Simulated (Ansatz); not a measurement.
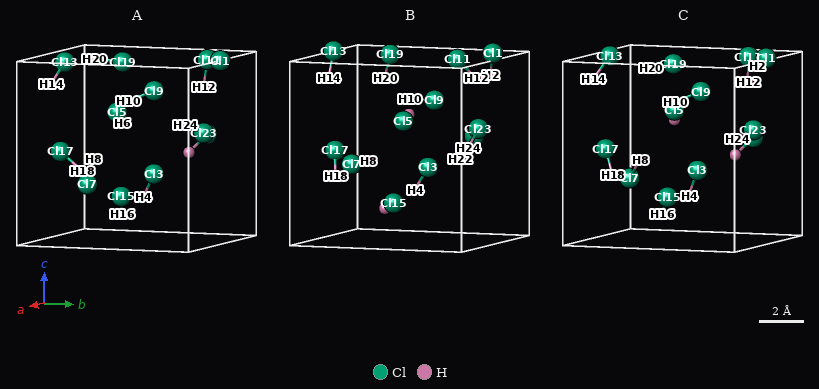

3 geometries from one relaxation of an amorphous cell of composition HCl, in shuffled order. A ball-and-stick model of the cell of the calculation, seen from a free direction.

The cell holds 12 HCl. The run prepares the start of a later molecular dynamics calculation, from a guessed geometry.

Theory: DFT PBE-D3(BJ), scalar-relativistic, plane waves, PAW in Ansatz. Set-up: plane-wave cutoff 420 eV; k-point mesh 1 × 1 × 1; occupations fermi dirac; smearing width 0.02 eV; no spin polarisation; atoms relaxed in a fixed cell; force threshold 0.3 eV/Å; at most 15 steps.

Q: Put them in the order of the run, from the start to the converged end.

A: B, C, A. They are steps 0, 6, 13, at +2.223 eV per cell of the calculation, +0.529 eV per cell of the calculation relative to the last. The atom that moves furthest is an H atom (1.34 Å roughly along [2 −1 2]). Largest moves by element: H 1.34 Å, Cl 1.21 Å. The lattice vectors keep their values. Among the contacts that change: Cl–H 1.280 → 1.325 Å, Cl–H 1.280 → 1.302 Å. After 12 accepted moves (13 points after the start) the energy has fallen by 2.223 eV per cell of the calculation. Largest force component: 0.72 eV/Å at the start, 0.27 eV/Å at the end. 1 step only repeated the SCF at the same geometry.

Limits of the set-up: the periodic images lie only 8.5 Å apart, so the values are limited by the cell's size.
